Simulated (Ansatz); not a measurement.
Field-gradient calculation, with input and output: NaI

System: NaI (Fm-3m, 2 atoms in the cell).
Method: DFT, PBE, PAW with Ansatz's default frozen-core files, scalar-relativistic, no spin polarisation (Ansatz 0.2.0).

The structure derives from an entry of the Crystallography Open Database. It belongs to a series of runs on one base structure; here: PAW files, cutoff 500 eV. Figures and captions count atoms from 1; the log counts them from 0 in places.

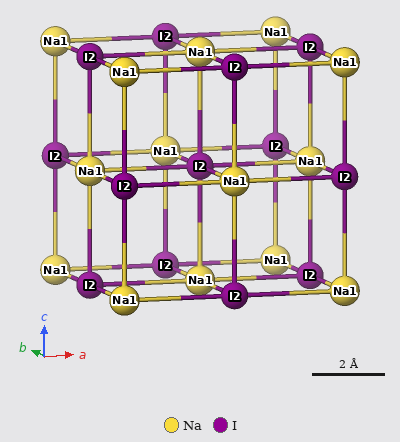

Fig. 1: The input geometry (ball-and-stick view of the cell 4 times as large as that of the calculation, set on its symmetry axes, seen slightly off an axis; atoms are numbered from 1 in the order of the input). Near neighbours in the crystal (not all of them lie inside the picture): Na has 6 I at 3.24 Å; I has 6 Na at 3.24 Å.

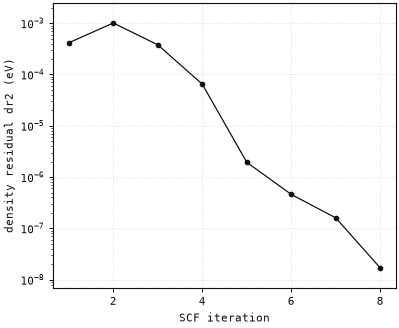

Fig. 2: Convergence of the self-consistent field: density residual dr2 against the SCF iteration. The residual comes down, with one marked jump up, by a factor of about 2.5, at step 2.

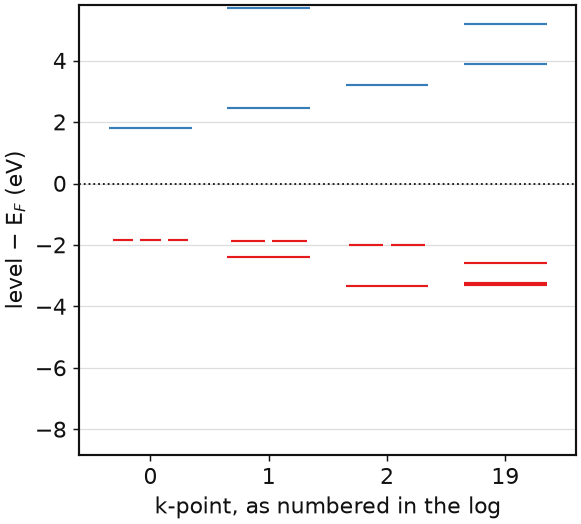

Fig. 3: Kohn–Sham levels near the Fermi level (dotted) at the few k-points that the log prints; levels within 0.02 eV of each other stand side by side. Among these points the highest filled and lowest empty levels are 3.64 eV apart, which is the gap on the mesh.

These pictures come from the run below.

**Input file**
```yaml
crystal:
  lattice:
    - [0.0, 3.2364, 3.2364]
    - [3.2364, 0.0, 3.2364]
    - [3.2364, 3.2364, 0.0]
  atoms:
    - { symbol: Na, position: [0.0, 0.0, 0.0] }
    - { symbol: I, position: [0.5, 0.5, 0.5] }
kpoints:
  mp_grid: { grid: [7, 7, 7] }
scf:
  occupations: { method: fermi_dirac, width: 0.01 }
hamiltonian:
  xc: pbe
  pseudopotentials: { kind: paw }
output:
  forces: true
  stress: true
  eigenvalues: true
  efg: { contact_densities: true }
basis:
  ecutwfc: 500
```

**What the program printed**
```
I: output.efg is read without spin–orbit coupling, which moves field gradients at and beside such atoms by some per cent and up to a factor of two; PAW files take it under magnetization.noncollinear and magnetization.spin_orbit
Engine: ansatz 0.2.0, x86_64-unknown-linux-gnu
Pseudopotentials: kind: paw
Pseudopotential: Na, paw, valence charge 9, recommended cutoff 420 eV (normal), Na.paw.azcp
Pseudopotential: I, paw, valence charge 17, recommended cutoff 420 eV (normal), I.paw.azcp
Functional definition: PBE
  parameter kappa = 0.804
  parameter beta = 0.06672455060314922
  exchange = pbe_x(kappa = kappa, mu = beta*pi^2/3)
  correlation = pbe_c(beta = beta)
Crystal: 2 atoms, lattice volume = 67.798 Å³
Basis set: ecut = 500 eV, 1759 PW (Γ), exchange–correlation on 72×72×72 points (8 copies of the dense FFT grid, shifted against one another)
Bands: 17, of which v1, the nominal top of the filled ones, is band 13 counted from 1 (12 counted from 0)
Symmetry: 48 space group operations
Space group: Fm-3m (ITA 225), of the structure as read, at distance tolerance 4.1e-5 Å
k-points: 20 of 343
Non-local potential: Na, projectors of the file, l = 0: 3, l = 1: 2, l = 2: 1
Non-local potential: I, projectors of the file, l = 0: 2, l = 1: 2, l = 2: 2, l = 3: 2
PAW form: soft (Blöchl's): semilocal exchange-correlation on the pseudo side does not see the compensation charge
PAW one-centre angular grid: Na, 110 points (default); XC on 64 Gauss nodes
PAW one-centre angular grid: I, 590 points (default); XC on 64 Gauss nodes
Initial density: superposition of atomic densities (neutral atoms: chi_scale 0, normalization atom), corrected by the library's trained network
Initial wavefunctions: pseudopotential atomic-orbital guess
Functional: x = pbe(κ = 0.804, μ = 0.2195149727645171), c = pbe(β = 0.06672455060314922)
SCF iter   1: F=—  HF=-9001.884084 eV  |F-HF|=—  |Δ(HF+E_count)|=         —  Δρ=5.20e-4  dr2=4.15e-4  ethr=1.77e-3  ⟨swp⟩=6.2  Hψ=1850  notcnv=0
preconditioner: auto → none  [insulator: Δε(μ)=3.642 eV  Ē_g=10.594 eV  σ=0.010 eV  W_gap=1.00  n_scr=14 (ndim 8)  ℏωp=12.8 eV  f_vac=0.072  D(μ)=0.00/eV (n_scr^D=0)  ε∞_Penn≈2.4]
SCF iter   2: F=—  HF=-9001.884353 eV  |F-HF|=—  |Δ(HF+E_count)|=   2.69e-4  Δρ=8.03e-4  dr2=1.01e-3  ethr=1.60e-6  ⟨swp⟩=3.0  Hψ=933  notcnv=0
SCF iter   3: F=—  HF=-9001.884112 eV  |F-HF|=—  |Δ(HF+E_count)|=   2.41e-4  Δρ=4.97e-4  dr2=3.79e-4  ethr=1.60e-6  ⟨swp⟩=2.0  Hψ=488  notcnv=0
SCF iter   4: F=—  HF=-9001.884023 eV  |F-HF|=—  |Δ(HF+E_count)|=   8.95e-5  Δρ=2.11e-4  dr2=6.48e-5  ethr=1.46e-6  ⟨swp⟩=2.0  Hψ=487  notcnv=0
SCF iter   5: F=—  HF=-9001.884011 eV  |F-HF|=—  |Δ(HF+E_count)|=   1.17e-5  Δρ=3.49e-5  dr2=1.94e-6  ethr=2.49e-7  ⟨swp⟩=2.4  Hψ=633  notcnv=0
SCF iter   6: F=—  HF=-9001.884010 eV  |F-HF|=—  |Δ(HF+E_count)|=   6.83e-7  Δρ=1.77e-5  dr2=4.59e-7  ethr=7.48e-9  ⟨swp⟩=2.4  Hψ=561  notcnv=0
SCF iter   7: F=—  HF=-9001.884010 eV  |F-HF|=—  |Δ(HF+E_count)|=   1.17e-7  Δρ=9.89e-6  dr2=1.60e-7  ethr=1.77e-9  ⟨swp⟩=1.1  Hψ=342  notcnv=0
SCF iter   8: F=-9001.884010 eV  HF=-9001.884010 eV  |F-HF|=1.29e-8  |Δ(HF+E_count)|=   4.46e-8  Δρ=3.43e-6  dr2=1.69e-8  ethr=3.85e-10  ⟨swp⟩=4.8  Hψ=1188  notcnv=0
SCF 1 converged in 8 iterations: F = -9001.884010 eV  dr2 = 1.69e-8
  greatest PAW one-centre occupation: 0.999 electrons in one spin orbital (limit 2), on the Na atom at site 0 (counted from 0), in its partial waves of l = 0
SCF converged after 8 iterations
Free energy (F): -9001.884010 eV
Harris-Foulkes:  -9001.884010 eV  (|F-HF|=1.29e-8)
Internal energy: -9001.884010 eV  (E = F + TS)
E sigma→0 (E₀):  -9001.884010 eV
Fermi energy:    4.861002 eV
--- Per-component energies (eV) ---
  E_band       = -614.460843
  E_kinetic    = 309.863042
  E_local      = -3350.230603  (includes V_loc(G=0)·N_el)
  E_nonlocal   = 24.936828
  E_hartree    = 1519.067582
  E_xc         = -167.313788
  E_vxc        = -179.053743  (∫ρ·V_xc dr)
  E_paw        = -5080.356923  (= ΣΔE_a)
  E_vpaw       = -458.104289  (= ΣTr[D̂ρ^β])
  E_aug_tail   = -0.000031  (compensation charges beyond the density's cutoff)
  E_ewald      = -2257.850118
  E_smearing   = -0.000000  (= −TS)
  E_closure    = -0.000000  (closes the sum)
  Σ components = -9001.884010   (vs F -9001.884010, Δ=0.00e0)
--- Forces (eV/Å), atoms counted from 1 ---
  atom   1  Na    -0.00000000     0.00000000    -0.00000000
  atom   2  I      0.00000000    -0.00000000    -0.00000000
  max |Σ_I F_I| component: 5.59e-29 eV/Å
--- Stress (GPa, compression-positive) ---
        0.420840      -0.000000       0.000000
        0.000000       0.420840      -0.000000
        0.000000      -0.000000       0.420840
  P = ⅓ Tr σ = 0.4208 GPa (4.208 kbar)
--- PAW observables at the nuclei: V_zz in 10²¹ V/m², potentials from the cell's mean, atoms counted from 1 ---
  atom   1  Na V_zz =    +0.000000   η = 0.0000   by run symmetry: forbidden
            electrostatic potential = -976.186879 V   contact ρ = 5904.318255 e/Å³
  atom   2  I  V_zz =    +0.000000   η = 0.0000   by run symmetry: forbidden
            electrostatic potential = -8885.086813 V   contact ρ = 1603914.289855 e/Å³
--- Band table (eV; the first three rows and the last of 20) ---
  k-point 0: bands = ["-47.4911", "-40.0206", "-40.0206", "-40.0172", "-40.0172", "-40.0172", "-19.4051", "-19.4051", "-19.4051", "-7.9835", "3.0331", "3.0331", "3.0331", "6.6777", "10.9946", "10.9946", "10.9946"]
  k-point 1: bands = ["-47.4911", "-40.0206", "-40.0206", "-40.0172", "-40.0171", "-40.0171", "-19.4061", "-19.4052", "-19.4052", "-7.9283", "2.4597", "2.9764", "2.9764", "7.3213", "10.5622", "11.1696", "11.1696"]
  k-point 2: bands = ["-47.4911", "-40.0206", "-40.0206", "-40.0171", "-40.0171", "-40.0171", "-19.4083", "-19.4053", "-19.4053", "-7.7985", "1.5271", "2.8558", "2.8558", "8.0747", "10.7187", "10.9094", "10.9094"]
  k-point 19: bands = ["-47.4910", "-40.0206", "-40.0206", "-40.0171", "-40.0170", "-40.0169", "-19.4081", "-19.4080", "-19.4065", "-7.5926", "1.5489", "1.6097", "2.2796", "8.7591", "10.0657", "10.9878", "11.3518"]
```

**Summary**

| quantity | value |
| --- | --- |
| outcome | converged |
| space group (tolerance 0.01 Å) | Fm-3m (225) |
| electrons treated | 26 |
| free energy | −9001.8840 eV |
| Fermi energy | 4.861 eV |
| gap on the k-point mesh | 3.64 eV |
| pressure | 0.42 GPa |
| field gradient V_zz (10²¹ V/m²) | zero at all sites |
| largest force (length of the vector) | under 0.001 eV/Å |
| hardware | 1 thread of an x86-64 CPU, shared host |
| wall time | 2.7 s |
| peak memory | 0.44 GiB |

The program warns: the field gradients leave out spin–orbit coupling.
